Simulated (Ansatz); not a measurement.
## Electronic structure of FeSi₁₆ (cell with a defect) in real space

The calculation's input:

```
crystal:
  lattice:
    - [0.0, 5.43, 5.43]
    - [5.43, 0.0, 5.43]
    - [5.43, 5.43, 0.0]
  atoms:
    - { symbol: Si, position: [0.0, 0.0, 0.0] }
    - { symbol: Si, position: [0.125, 0.125, 0.125] }
    - { symbol: Si, position: [0.0, 0.0, 0.5] }
    - { symbol: Si, position: [0.125, 0.125, 0.625] }
    - { symbol: Si, position: [0.0, 0.5, 0.0] }
    - { symbol: Si, position: [0.125, 0.625, 0.125] }
    - { symbol: Si, position: [0.0, 0.5, 0.5] }
    - { symbol: Si, position: [0.125, 0.625, 0.625] }
    - { symbol: Si, position: [0.5, 0.0, 0.0] }
    - { symbol: Si, position: [0.625, 0.125, 0.125] }
    - { symbol: Si, position: [0.5, 0.0, 0.5] }
    - { symbol: Si, position: [0.625, 0.125, 0.625] }
    - { symbol: Si, position: [0.5, 0.5, 0.0] }
    - { symbol: Si, position: [0.625, 0.625, 0.125] }
    - { symbol: Si, position: [0.5, 0.5, 0.5] }
    - { symbol: Si, position: [0.625, 0.625, 0.625] }
    - { symbol: Fe, position: [0.38148141, 0.868566, 0.38522867], spin: 2.5 }
magnetization:
  spin_polarized: true
basis:
  ecutwfc: 500.0
kpoints:
  mp_grid: { grid: [2, 2, 2] }
hamiltonian:
  xc: r2scan
  pseudopotentials: { kind: paw, azcp: { folder: soft_1 } }
scf:
  occupations: { method: gaussian, width: 0.05 }
  lower_state_search: "off"
relax:
  f_tol: 0.03
  max_steps: 60
  adjacent_minimum: "off"
output:
  write_density: true
  write_potential: true
  elf: true
  volumetric_format: npy
```

Run with:

```sh
ansatz run input.yaml --threads 4 --pin off --max-ram 10240MiB --backend cpu --events-out ev --progress --plain --runs-dir out
```

The fields are those of the run's last geometry, not of the input's.

The SCF solution may not be the lowest one; PAW files of the earlier set (soft_1); spin-polarised.

The calculation used DFT r2SCAN, scalar-relativistic, plane waves, PAW in Ansatz.

The density is the valence pseudo-density of a PAW calculation; it isn't the true density close to the nuclei.

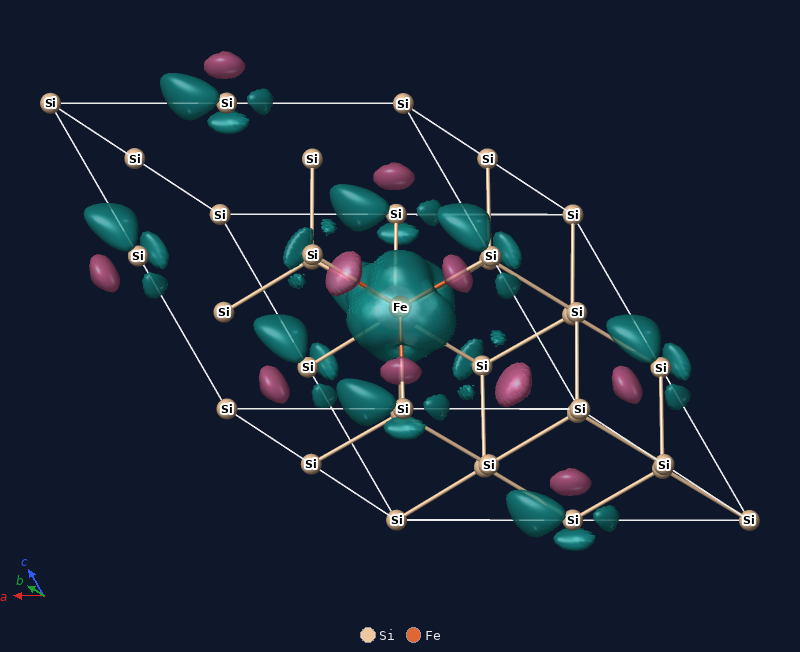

Figure 1. Isosurfaces of the spin density (up minus down) at +0.015 (teal) and −0.015 e/Å³ (pink), seen at an oblique angle. Sticks mark near contacts.

> Describe the spin distribution.

The spin density sits on Fe: +2.0 μB in one cell of 17 atoms: a single local moment. The cell of the calculation (17 atoms) carries 2.2 μB of net spin moment.

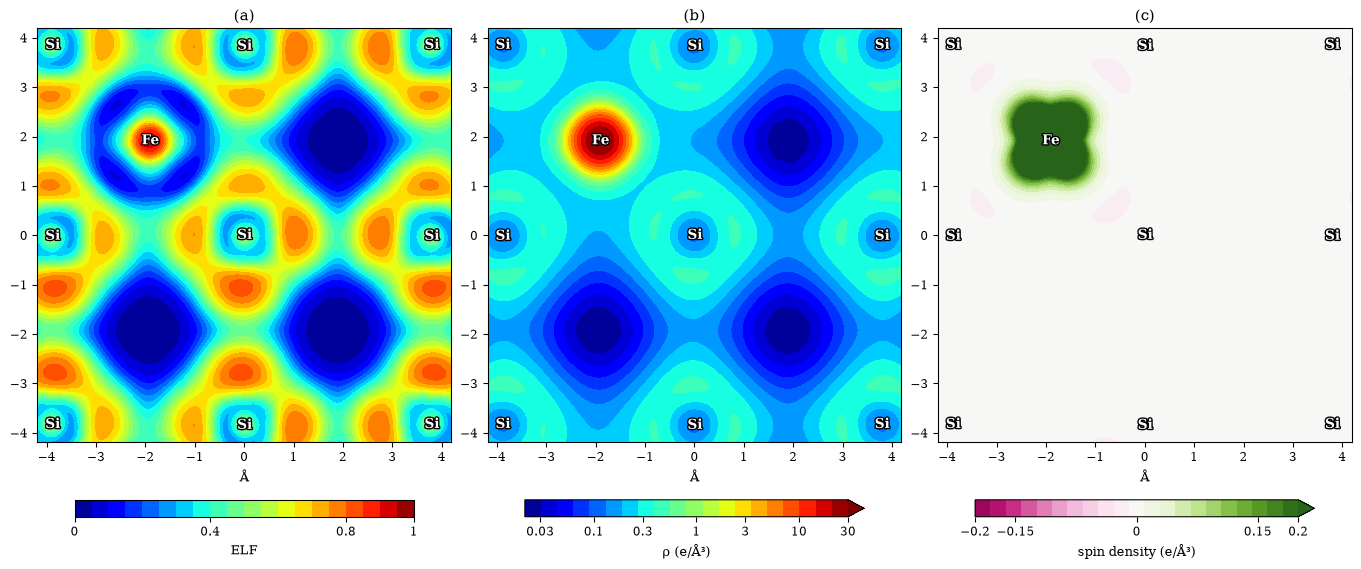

Figure 2. (a) electron localisation function; (b) valence electron density; (c) spin density on the (101) plane of the calculation cell.

> What do the fields say about this system?

The plane passes through Si and Fe nuclei.
Between the atoms the lowest density in this plane is 0.02 e/Å³.
The features right at Fe lie inside the PAW spheres, where the map follows smoothed inner orbitals and isn't to be read closely.

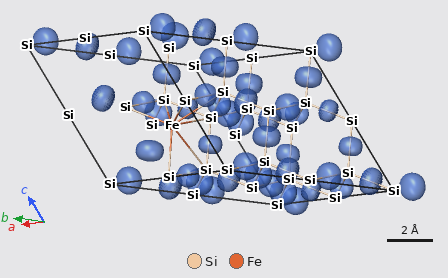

Figure 3. Isosurface of the ELF at 0.85 (blue), seen at an oblique angle. Only the valence region is drawn (cores and ρ < 0.01 e/Å³ removed). Sticks mark near contacts.

> What do the ELF domains correspond to?

At this value the surface marks out 32 regions between bonded Si–Si atoms, counted in one cell of 17 atoms. Regions shared between cells count once.


Si–Si (2.33 Å): the ELF peaks at about 0.95 between the atoms. Fe–Si (2.36 Å): the ELF peaks at about 0.60 in the valence shell of Si, 0.9 Å from its nucleus, and is about 0.45 at the midpoint.
